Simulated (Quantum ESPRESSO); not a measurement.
SiO₂: band-structure run (part 2 of 2)

SiO₂ (6 atoms in the cell); Kohn-Sham DFT of a periodic cell, LDA, GBRV 1.5 LDA, no spin polarisation (Quantum ESPRESSO 7.5); cutoff 612.26 eV, 8×8×8 k-mesh, fermi-dirac of 0.05 eV. The structure derives from a Materials Project entry.

Geometry of the input (Å; fractional positions):
```
-2.4773  2.4773  3.6557
2.4773  -2.4773  3.6557
2.4773  2.4773  -3.6557
Si 0.7500  0.2500  0.5000
Si 0.0000  0.0000  0.0000
O  0.8750  0.0282  0.6532
O  0.7782  0.1250  0.1532
O  0.9718  0.6250  0.8468
O  0.3750  0.2218  0.3468
```

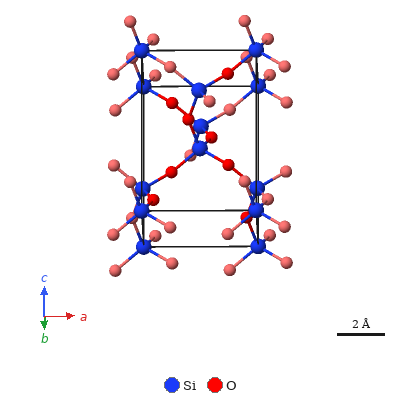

Figure 1. The structure as given in the input (ball-and-stick view of the cell 2 times as large as that of the calculation, set on its symmetry axes, seen at an oblique angle; neighbours outside the cell are drawn fainter).

## Output, continued
```
   -18.0982 -16.9732 -16.3702 -16.3350  -7.8666  -5.8611  -4.7311  -4.5328
    -2.3418  -2.0249  -1.5640  -1.3953  -1.0351  -0.2795   0.1135   0.2375
     7.9624   9.8710   9.9393  10.5483  11.1125  11.8471  12.0417  12.4410

          k = 0.4272 0.3204 0.0724 (  3091 PWs)   bands (ev):

   -17.7678 -17.3695 -16.3715 -16.3578  -7.1943  -6.4721  -4.5167  -4.4475
    -2.3872  -2.2227  -1.6853  -1.5237  -0.7281  -0.4225   0.0103   0.1352
     8.9846   9.6757  10.1557  10.5455  11.0079  11.5605  11.9885  12.3948

          k = 0.2136 0.0000 0.1448 (  3078 PWs)   bands (ev):

   -18.3289 -16.6446 -16.3606 -16.3185  -8.3824  -5.2971  -5.0272  -4.7482
    -2.1376  -1.7828  -1.6685  -1.1944  -1.1358  -0.2813   0.2427   0.3402
     7.0226   9.4825  10.0788  10.7678  11.1650  11.6594  12.2794  13.2125

          k = 0.3204 0.1068 0.1448 (  3089 PWs)   bands (ev):

   -18.1670 -16.8841 -16.3683 -16.3268  -8.0239  -5.6009  -4.8761  -4.6146
    -2.2974  -1.9985  -1.5975  -1.2310  -1.0578  -0.3335   0.0753   0.2980
     7.7446   9.7618   9.9010  10.6358  10.7862  11.9011  12.2111  12.6738

          k = 0.4272 0.2136 0.1448 (  3088 PWs)   bands (ev):

   -17.9235 -17.1919 -16.3755 -16.3468  -7.5107  -6.0929  -4.6557  -4.5119
    -2.4433  -2.1164  -1.6853  -1.2592  -0.8485  -0.4349  -0.0980   0.2223
     8.6994   9.7450   9.8932  10.3532  10.9694  11.6791  12.0872  12.8011

          k = 0.5340 0.3204 0.1448 (  3092 PWs)   bands (ev):

   -17.7198 -17.4201 -16.3769 -16.3581  -7.1101  -6.4893  -4.5167  -4.5112
    -2.4795  -2.1495  -1.7743  -1.2709  -0.6872  -0.5133  -0.1731   0.1694
     9.5170   9.5661   9.7859  10.1454  11.0621  11.4135  12.5027  12.6234

          k = 0.1068-0.1068 0.1448 (  3085 PWs)   bands (ev):

   -18.3851 -16.5452 -16.3600 -16.3226  -8.5106  -5.2565  -4.9896  -4.8375
    -2.0925  -1.7135  -1.6299  -1.2302  -1.1172  -0.2818   0.3206   0.3462
     6.7550   9.3058  10.3232  10.6840  11.4995  11.6339  12.1921  13.1465

          k = 0.3204 0.0000 0.2171 (  3079 PWs)   bands (ev):

   -18.1534 -16.9058 -16.3664 -16.3280  -8.0033  -5.4908  -4.9106  -4.6804
    -2.3116  -1.9439  -1.6550  -1.2082  -1.1071  -0.3432   0.0501   0.2999
     7.8495   9.6453   9.8200  10.5557  10.8820  11.8807  12.1917  12.9857

          k = 0.4272 0.1068 0.2171 (  3098 PWs)   bands (ev):

   -18.0230 -17.0757 -16.3723 -16.3363  -7.7383  -5.7532  -4.7882  -4.6092
    -2.4557  -1.9854  -1.6754  -1.1879  -0.9824  -0.4237  -0.0905   0.2801
     8.5451   9.3165   9.8982  10.3898  11.0694  11.7758  11.9876  13.1565

          k = 0.5340 0.2136 0.2171 (  3089 PWs)   bands (ev):

   -17.9007 -17.2172 -16.3794 -16.3482  -7.4641  -6.0729  -4.6386  -4.5775
    -2.4823  -2.0240  -1.8028  -1.0675  -0.8125  -0.6441  -0.1259   0.2308
     8.9553   9.4918   9.8223  10.2212  11.1709  11.4387  12.3047  13.2908

          k = 0.1068-0.2136 0.2171 (  3090 PWs)   bands (ev):

   -18.2302 -16.7871 -16.3681 -16.3308  -8.1480  -5.4538  -4.8718  -4.7527
    -2.1114  -1.9783  -1.7178  -1.2138  -1.0707  -0.3751   0.1685   0.2978
     7.4422   9.5784  10.0240  10.6341  11.0728  11.7486  12.2194  13.3282

          k =-0.4272-0.0000-0.2895 (  3090 PWs)   bands (ev):

   -18.0571 -17.0368 -16.3685 -16.3321  -7.8219  -5.5962  -4.8465  -4.6671
    -2.4522  -1.9080  -1.6689  -1.2179  -1.0868  -0.3593  -0.0629   0.2898
     8.5133   9.1200   9.8874  10.4648  11.0522  11.8356  11.9724  13.4374

          k =-0.3204 0.1068-0.2895 (  3090 PWs)   bands (ev):

   -18.0601 -17.0257 -16.3724 -16.3370  -7.8021  -5.6841  -4.7806  -4.6680
    -2.3954  -1.9480  -1.7343  -1.1718  -1.0155  -0.4510  -0.0258   0.2799
     8.2788   9.5193   9.7983  10.4973  10.9788  11.7943  12.1079  13.3526

          k =-0.2136 0.2136-0.2895 (  3086 PWs)   bands (ev):

   -18.0631 -17.0143 -16.3775 -16.3409  -7.7816  -5.7626  -4.7066  -4.6872
    -2.3268  -2.0037  -1.7919  -1.0444  -1.0025  -0.5785   0.0353   0.2547
     8.1413   9.7072   9.9143  10.3904  11.0224  11.6505  12.3070  13.4074

          k = 0.2136 0.2136 0.1448 (  3087 PWs)   bands (ev):

   -18.2062 -16.8256 -16.3687 -16.3254  -8.1028  -5.6262  -4.8068  -4.6564
    -2.2067  -2.0216  -1.6058  -1.1696  -1.1467  -0.3246   0.2004   0.2724
     7.5451   9.6903   9.9949  10.5555  11.0944  11.8606  12.1054  12.9324

          k = 0.3204 0.3204 0.1448 (  3091 PWs)   bands (ev):

   -17.9263 -17.1887 -16.3731 -16.3467  -7.5108  -6.1683  -4.5957  -4.5080
    -2.3120  -2.2678  -1.5904  -1.3758  -0.8828  -0.3979   0.0809   0.1401
     8.5671   9.8118   9.9670  10.4732  11.0186  11.7938  12.1084  12.4512

          k = 0.4272 0.4272 0.1448 (  3096 PWs)   bands (ev):

   -17.5736 -17.5736 -16.3658 -16.3658  -6.8307  -6.8307  -4.4751  -4.4751
    -2.3402  -2.3402  -1.5575  -1.5575  -0.5725  -0.5725   0.0419   0.0419
     9.4377   9.4377  10.1784  10.1784  11.4338  11.4338  12.1435  12.1435

          k = 0.0000 0.0000 0.1448 (  3067 PWs)   bands (ev):

   -18.4465 -16.4065 -16.3559 -16.3559  -8.6571  -5.0595  -5.0595  -4.9822
    -2.0510  -1.7680  -1.3119  -1.2388  -1.2388  -0.2805   0.3712   0.3712
     6.4581   9.1259  10.7600  10.7600  11.0148  12.3013  12.3013  12.6298

          k = 0.3204 0.2136 0.2171 (  3092 PWs)   bands (ev):

   -18.0273 -17.0656 -16.3747 -16.3375  -7.7255  -5.8884  -4.6929  -4.6020
    -2.3538  -2.1341  -1.6543  -1.1181  -0.9813  -0.4811   0.0198   0.2476
     8.3028   9.7892   9.8092  10.4522  10.9038  11.8393  12.0686  13.0001

          k = 0.4272 0.3204 0.2171 (  3088 PWs)   bands (ev):

   -17.7659 -17.3720 -16.3743 -16.3548  -7.2012  -6.4285  -4.5448  -4.5118
    -2.4398  -2.2373  -1.6286  -1.2678  -0.7100  -0.5350  -0.0968   0.1406
     9.2281   9.7289   9.7870  10.1169  11.2282  11.6388  12.0271  12.6464

          k = 0.0000-0.1068 0.2171 (  3081 PWs)   bands (ev):

   -18.3381 -16.6034 -16.3625 -16.3479  -8.3791  -5.2132  -4.9670  -4.8925
    -1.9727  -1.8097  -1.6831  -1.2917  -1.1718  -0.3308   0.2734   0.3088
     6.9432   9.3081  10.4056  10.6800  11.3501  11.7543  12.4002  13.0351

          k = 0.4272 0.2136 0.2895 (  3090 PWs)   bands (ev):

   -17.9215 -17.1966 -16.3764 -16.3429  -7.5256  -6.0405  -4.6436  -4.5856
    -2.4739  -2.0908  -1.6954  -1.0770  -0.8814  -0.5581  -0.1059   0.2432
     8.9613   9.3347   9.8389  10.2843  11.1602  11.7550  11.8496  13.2947

          k = 0.5340 0.3204 0.2895 (  3091 PWs)   bands (ev):

   -17.8436 -17.2847 -16.3771 -16.3495  -7.3525  -6.2557  -4.5748  -4.5558
    -2.4517  -2.1857  -1.6687  -1.1226  -0.7197  -0.6514  -0.0935   0.1816
     9.0253   9.7353   9.7745  10.1240  11.1649  11.6005  12.1131  12.8877

          k =-0.0000-0.2136 0.2895 (  3071 PWs)   bands (ev):

   -18.1670 -16.8711 -16.3688 -16.3464  -7.9940  -5.4769  -4.8566  -4.7512
    -2.1739  -1.8611  -1.7933  -1.3452  -1.0645  -0.4028   0.0888   0.2708
     7.6975   9.5910   9.9469  10.6401  11.1327  11.7493  12.3007  13.4949

          k = 0.1068-0.1068 0.2895 (  3082 PWs)   bands (ev):

   -18.2060 -16.8046 -16.3721 -16.3533  -8.0597  -5.4414  -4.8221  -4.8164
    -1.9902  -1.8953  -1.8451  -1.2983  -1.1669  -0.4327   0.1809   0.2422
     7.4883   9.4670  10.2770  10.5371  11.5171  11.5306  12.4277  13.2714

          k =-0.8544-0.3204-0.2171 (  3090 PWs)   bands (ev):

   -18.0227 -17.0714 -16.3723 -16.3451  -7.7192  -5.6932  -4.8192  -4.6298
    -2.4388  -1.8983  -1.7162  -1.3325  -0.9476  -0.4096  -0.1320   0.2647
     8.5273   9.3054   9.8251  10.5214  11.0451  11.8710  12.0593  13.4915

          k =-0.7476-0.2136-0.2171 (  3086 PWs)   bands (ev):

   -18.0265 -17.0546 -16.3782 -16.3556  -7.6789  -5.7637  -4.7368  -4.6626
    -2.3258  -1.9218  -1.8114  -1.2478  -1.0319  -0.5486   0.0031   0.2137
     8.2560   9.6686   9.8833  10.4348  11.2022  11.6633  12.4186  13.5758

          k = 0.0000 0.4272-0.1448 (  3091 PWs)   bands (ev):

   -18.0595 -17.0273 -16.3718 -16.3367  -7.7998  -5.6745  -4.8903  -4.5626
    -2.4426  -1.9745  -1.6250  -1.2854  -0.9123  -0.3692  -0.1482   0.2795
     8.2975   9.4915  10.0359  10.3308  11.0248  11.8417  11.9778  12.8995

          k =-0.7476-0.3204-0.1448 (  3094 PWs)   bands (ev):

   -17.9201 -17.1918 -16.3787 -16.3538  -7.4895  -5.9674  -4.7373  -4.5390
    -2.4839  -2.0030  -1.7373  -1.2575  -0.7980  -0.5496  -0.1982   0.2186
     8.9623   9.3103   9.8804  10.3512  11.1251  11.5847  12.2548  13.2608

          k =-0.6408-0.2136-0.1448 (  3109 PWs)   bands (ev):

   -17.8420 -17.2780 -16.3829 -16.3618  -7.3013  -6.1691  -4.5973  -4.5831
    -2.4501  -2.0842  -1.7661  -1.1763  -0.8482  -0.6773  -0.0829   0.1399
     9.0103   9.7520   9.8158  10.0948  11.2517  11.3006  12.7310  13.2736

          k = 0.0000 0.3204-0.0724 (  3075 PWs)   bands (ev):

   -18.2297 -16.7957 -16.3662 -16.3216  -8.1584  -5.4778  -5.0092  -4.5911
    -2.3063  -1.8815  -1.5763  -1.2808  -1.0136  -0.2913   0.0714   0.3215
     7.4780   9.7420   9.9718  10.6988  10.9106  11.6466  12.3513  12.5658

          k = 0.1068 0.4272-0.0724 (  3085 PWs)   bands (ev):

   -18.0262 -17.0644 -16.3750 -16.3426  -7.7089  -5.8503  -4.8169  -4.4988
    -2.4424  -2.0297  -1.6303  -1.3105  -0.8322  -0.3944  -0.1488   0.2466
     8.3124   9.7133  10.0907  10.4543  10.9350  11.5349  12.0813  12.8222

          k =-0.6408-0.3204-0.0724 (  3090 PWs)   bands (ev):

   -17.7639 -17.3686 -16.3788 -16.3627  -7.1625  -6.3771  -4.5910  -4.4784
    -2.4628  -2.1881  -1.6873  -1.3546  -0.6783  -0.5519  -0.1520   0.1198
     9.2373   9.7754   9.8508  10.2159  10.9881  11.2449  12.4911  13.0725

          k = 0.0000 0.2136 0.0000 (  3074 PWs)   bands (ev):

   -18.3848 -16.5624 -16.3581 -16.3044  -8.5217  -5.2892  -5.0986  -4.6973
    -2.2149  -1.6146  -1.5820  -1.2427  -1.1154  -0.2348   0.2786   0.3798
     6.7803   9.4361  10.0893  10.8298  11.4462  11.5137  12.2059  13.0855

          k = 0.1068 0.3204 0.0000 (  3078 PWs)   bands (ev):

   -18.2057 -16.8273 -16.3676 -16.3254  -8.1010  -5.6105  -4.9141  -4.5604
    -2.3318  -1.8807  -1.5446  -1.3530  -1.0305  -0.2657   0.0876   0.3020
     7.5620   9.7992   9.9545  10.6359  11.2146  11.4422  12.3049  12.5129

          k = 0.2136 0.4272 0.0000 (  3104 PWs)   bands (ev):

   -17.9254 -17.1871 -16.3742 -16.3510  -7.4950  -6.1438  -4.6512  -4.4572
    -2.4215  -2.1282  -1.6151  -1.4666  -0.8302  -0.3598  -0.0370   0.1711
     8.5701   9.8962   9.9630  10.7277  10.9888  11.1823  12.0904  12.8568

          k =-0.5340-0.3204 0.0000 (  3108 PWs)   bands (ev):

   -17.5721 -17.5721 -16.3694 -16.3694  -6.8061  -6.8061  -4.4732  -4.4732
    -2.3408  -2.3408  -1.6004  -1.6004  -0.5645  -0.5645   0.0216   0.0216
     9.4555   9.4555  10.3352  10.3352  10.9850  10.9850  12.5319  12.5320

          k = 0.4272 0.4272 0.2895 (  3096 PWs)   bands (ev):

   -17.5734 -17.5734 -16.3662 -16.3662  -6.8197  -6.8197  -4.5088  -4.5088
    -2.3684  -2.3684  -1.4351  -1.4351  -0.5923  -0.5923  -0.0129  -0.0129
     9.7198   9.7198   9.7563   9.7563  11.5175  11.5175  12.1681  12.1681

          k = 0.0000 0.0000 0.2895 (  3079 PWs)   bands (ev):

   -18.2555 -16.7174 -16.3691 -16.3691  -8.1562  -5.3357  -4.8658  -4.8658
    -1.9178  -1.8089  -1.6786  -1.3848  -1.3848  -0.4101   0.2417   0.2417
     7.2548   9.3350  10.5941  10.5941  11.2268  12.2496  12.6043  12.6043

          k =-0.0000-0.1068 0.3619 (  3070 PWs)   bands (ev):

   -18.0975 -16.9489 -16.3758 -16.3712  -7.7894  -5.6305  -4.7576  -4.7236
    -2.0586  -1.9381  -1.7033  -1.4440  -1.2963  -0.5204   0.1286   0.1982
     7.8579   9.4852  10.3152  10.5439  11.4884  11.8069  12.5858  13.1624

          k =-0.8544-0.2136-0.1448 (  3083 PWs)   bands (ev):

   -17.9218 -17.1804 -16.3808 -16.3681  -7.4405  -5.9459  -4.7181  -4.5757
    -2.3786  -1.9320  -1.7910  -1.3198  -1.0560  -0.5840  -0.0964   0.1939
     8.6240   9.6542   9.7796  10.4729  11.2801  11.9076  12.3260  13.6476

          k =-0.7476-0.1068-0.1448 (  3075 PWs)   bands (ev):

   -17.9240 -17.1722 -16.3831 -16.3747  -7.4112  -5.9719  -4.6397  -4.6308
    -2.2248  -2.0784  -1.6591  -1.3616  -1.2492  -0.6524   0.0748   0.1203
     8.4584   9.5670  10.2289  10.3515  11.6012  11.6250  12.7387  13.2922

          k = 0.0000 0.5340-0.0724 (  3084 PWs)   bands (ev):

   -17.8984 -17.2142 -16.3820 -16.3578  -7.4244  -6.0011  -4.7823  -4.4842
    -2.5058  -1.9618  -1.7926  -1.2298  -0.7469  -0.4863  -0.3960   0.2161
     8.9339   9.4453   9.9159  10.3500  11.1338  11.7135  12.1191  13.1863

          k =-0.7476-0.2136-0.0724 (  3095 PWs)   bands (ev):

   -17.7620 -17.3633 -16.3848 -16.3733  -7.1068  -6.2945  -4.6305  -4.5159
    -2.4187  -2.1290  -1.6902  -1.3040  -0.9322  -0.6958  -0.1132   0.1188
     9.1694   9.6667   9.7532  10.2569  11.2733  11.5985  12.6743  13.4377

          k = 0.0000 0.4272 0.0000 (  3090 PWs)   bands (ev):

   -18.0619 -17.0176 -16.3761 -16.3406  -7.7768  -5.7489  -4.9067  -4.4903
    -2.4508  -1.9671  -1.6666  -1.2662  -0.7649  -0.4132  -0.2246   0.2644
     8.1717   9.6951  10.2584  10.3827  11.1002  11.2781  12.1444  12.7998

          k = 0.1068 0.5340 0.0000 (  3091 PWs)   bands (ev):

   -17.8406 -17.2802 -16.3824 -16.3615  -7.2966  -6.1721  -4.7118  -4.4608
    -2.4941  -2.0947  -1.7058  -1.2837  -0.6377  -0.6149  -0.2993   0.1679
     9.0095   9.6606   9.9679  10.2662  11.0587  11.4239  12.3030  13.1999

          k =-0.6408-0.2136 0.0000 (  3094 PWs)   bands (ev):

   -17.5684 -17.5684 -16.3780 -16.3780  -6.7315  -6.7315  -4.5274  -4.5274
    -2.3484  -2.3484  -1.5045  -1.5045  -0.6946  -0.6946  -0.0326  -0.0326
     9.7219   9.7219   9.8302   9.8302  11.1717  11.1717  13.0517  13.0517

          k =-0.0000-0.0000 0.4343 (  3051 PWs)   bands (ev):

   -17.9530 -17.1320 -16.3822 -16.3822  -7.4475  -5.9155  -4.6430  -4.6430
    -2.0605  -1.9856  -1.5854  -1.5854  -1.4586  -0.6785   0.1417   0.1417
     8.2652   9.4433  10.5025  10.5025  11.5771  12.1283  12.8368  12.8368

          k =-0.8544-0.1068-0.0724 (  3065 PWs)   bands (ev):

   -17.7632 -17.3567 -16.3867 -16.3828  -7.0599  -6.2806  -4.5943  -4.5465
    -2.2435  -2.0556  -1.7338  -1.4385  -1.2142  -0.8186   0.0446   0.1308
     8.8281   9.4273  10.2433  10.4608  11.6479  11.9562  12.7024  13.2619

          k = 0.0000 0.6408-0.0000 (  3080 PWs)   bands (ev):

   -17.7145 -17.4138 -16.3881 -16.3745  -7.0087  -6.3610  -4.6543  -4.4807
    -2.4477  -1.9677  -1.8797  -1.1284  -1.0765  -0.7395  -0.1736   0.1578
     9.3582   9.5107   9.6582  10.3741  11.3216  11.9550  12.3770  13.5115

          k =-0.7476-0.1068-0.0000 (  3080 PWs)   bands (ev):

   -17.5656 -17.5656 -16.3851 -16.3851  -6.6750  -6.6750  -4.5441  -4.5441
    -2.2390  -2.2390  -1.5539  -1.5539  -0.9520  -0.9520   0.0534   0.0534
     9.2844   9.2844  10.2320  10.2320  11.6568  11.6568  13.0818  13.0818

          k =-0.8544-0.8544-0.5790 (  3058 PWs)   bands (ev):

   -17.5647 -17.5647 -16.3876 -16.3876  -6.6578  -6.6578  -4.5388  -4.5388
    -2.1095  -2.1095  -1.6878  -1.6878  -1.0535  -1.0535   0.1087   0.1087
     9.1141   9.1141  10.4769  10.4769  11.9394  11.9394  12.9283  12.9284

     the Fermi energy is     1.7129 ev

!    total energy              =    -149.08385788 Ry
     estimated scf accuracy    <          1.0E-10 Ry
     smearing contrib. (-TS)   =      -0.00000000 Ry
     internal energy E=F+TS    =    -149.08385788 Ry

     The total energy is F=E-TS. E is the sum of the following terms:
     one-electron contribution =     -97.79014919 Ry
     hartree contribution      =      63.73572216 Ry
     xc contribution           =     -38.14932811 Ry
     ewald contribution        =     -76.88010274 Ry

     convergence has been achieved in   9 iterations

     Forces acting on atoms (cartesian axes, Ry/au):

     atom    1 type  1   force =    -0.00000000   -0.00000000    0.00000000
     atom    2 type  1   force =     0.00000000    0.00000000   -0.00000000
     atom    3 type  2   force =     0.00233122   -0.00000000   -0.00000000
     atom    4 type  2   force =    -0.00000000    0.00233122   -0.00000000
     atom    5 type  2   force =    -0.00000000   -0.00233122   -0.00000000
     atom    6 type  2   force =    -0.00233122   -0.00000000   -0.00000000

     Total force =     0.004662     Total SCF correction =     0.000001

     Computing stress (Cartesian axis) and pressure

          total   stress  (Ry/bohr**3)                   (kbar)     P=      -12.30
  -0.00008312  -0.00000000  -0.00000000          -12.23       -0.00       -0.00
   0.00000000  -0.00008312   0.00000000            0.00      -12.23        0.00
  -0.00000000  -0.00000000  -0.00008464           -0.00       -0.00      -12.45

=------------------------------------------------------------------------------=
   JOB DONE.
=------------------------------------------------------------------------------=
```

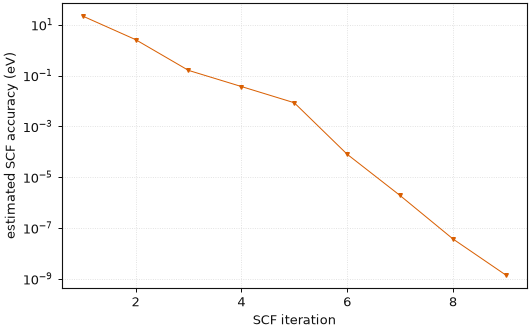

Figure 2. Convergence of the self-consistent field: estimated SCF accuracy against the iteration. The field takes 9 iterations in all.

## Summary

| quantity | value |
| --- | --- |
| outcome | converged |
| space group (tolerance 0.01 Å) | I-42d (122) |
| electrons treated | 32 |
| free energy | −2028.3892 eV |
| Fermi energy of the self-consistent step | 1.713 eV |
| gap on the k-point mesh | 5.72 eV |
| gap on the band path | 5.72 eV |
| pressure | −1.23 GPa |
| largest force (length of the vector) | 0.060 eV/Å |
| wall time | 3.3 min |
| peak memory | 0.36 GiB |
